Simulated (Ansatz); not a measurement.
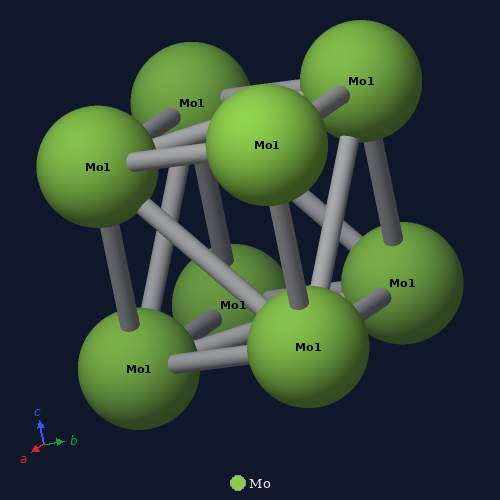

The system is Mo (Fm-3m, No. 225; 1 atom in the cell); the picture shows the reference structure. The energy is mapped over two homogeneous strains (x, y and z along the cube axes). First axis: engineering shear strain xz. Second axis: normal strain along z. Nothing is relaxed (symmetry fixes all fractional coordinates). The scan uses a 5 × 5 grid; 15 points were computed and 10 follow by symmetry. Points are written as (first, second). Energies: meV/atom, counted from the relaxed crystal. The calculation used Ansatz, DFT PBE, scalar-relativistic, plane waves, PAW. Settings: cutoff 420 eV, k-mesh 20×20×20, gaussian smearing 0.15 eV, no spin polarisation.

Its coordinates:

```xyz
1
Lattice="0.0000 2.0010 2.0010 2.0010 0.0000 2.0010 2.0010 2.0010 0.0000" Properties=species:S:1:pos:R:3 pbc="T T T"
Mo    0.0000    0.0000    0.0000
```

The input of one point:

```yaml
crystal:
  lattice:
    - [-0.1100565412, 2.0010280217, 2.0010280217]
    - [1.8909714805, 0.0, 1.8909714805]
    - [2.0010280217, 2.0010280217, -0.1100565412]
  atoms:
    - { symbol: Mo, position: [0.0, 0.0, 0.0] }
basis:
  ecutwfc: 420
kpoints:
  mp_grid: { grid: [20, 20, 20] }
hamiltonian:
  xc: pbe
scf:
  occupations: { method: gaussian, width: 0.15 }
output:
  forces: true
  stress: true
  eigenvalues: true
```

Range: engineering shear strain xz from −22 to 22 %; normal strain along z from −15.0 to 15.0 %.

Predict the map.

Answer. The lowest grid point is at (−11 %, 0.0 %), −7 meV/atom from the relaxed crystal; the map holds 2 wells of about this depth. The reference structure, at (0 %, 0.0 %), is a saddle of this map. It is the only kind of minimum in the scanned range. The highest grid point, (−22 %, −15.0 %), lies 578 meV/atom above the lowest. Round the minimum the valley is somewhat tilted: raising engineering shear strain xz shifts the best value of normal strain along z downwards (coupling k₁₂/√(k₁₁k₂₂) about 0.3). The reference (Fm-3m) is not the lowest structure on this map: a distortion lowers the energy (space group Immm at the lowest grid point).

```
normal strain along z ↓, engineering shear strain xz →  −22  −11    0   11   22
                                                  15.0  139  134  139  134  139
                                                   7.5   43   23   31   23   43
                                                   0.0   55   −7    0   −7   55
                                                  −7.5  206   49   35   49  206
                                                 −15.0  571  249  187  249  571
```

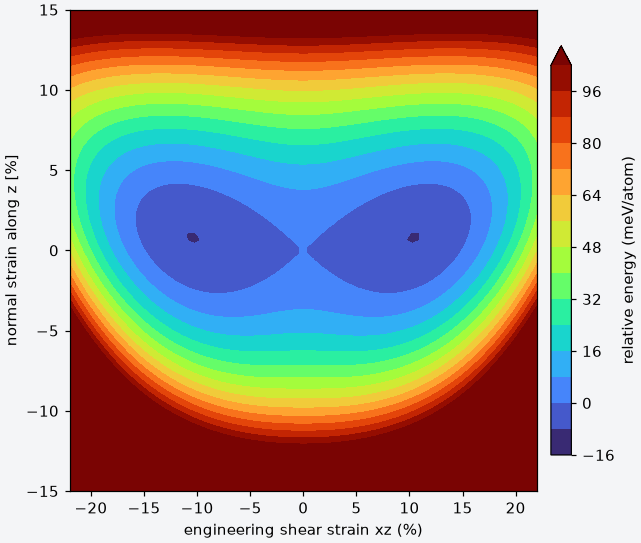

Drawn: filled contours, one colour for all values above the top of the scale. Between grid points the surface is interpolated.

Time for the 15 points that were run: 2.8 min on 1 thread of Arm Neoverse V2 (shared host).
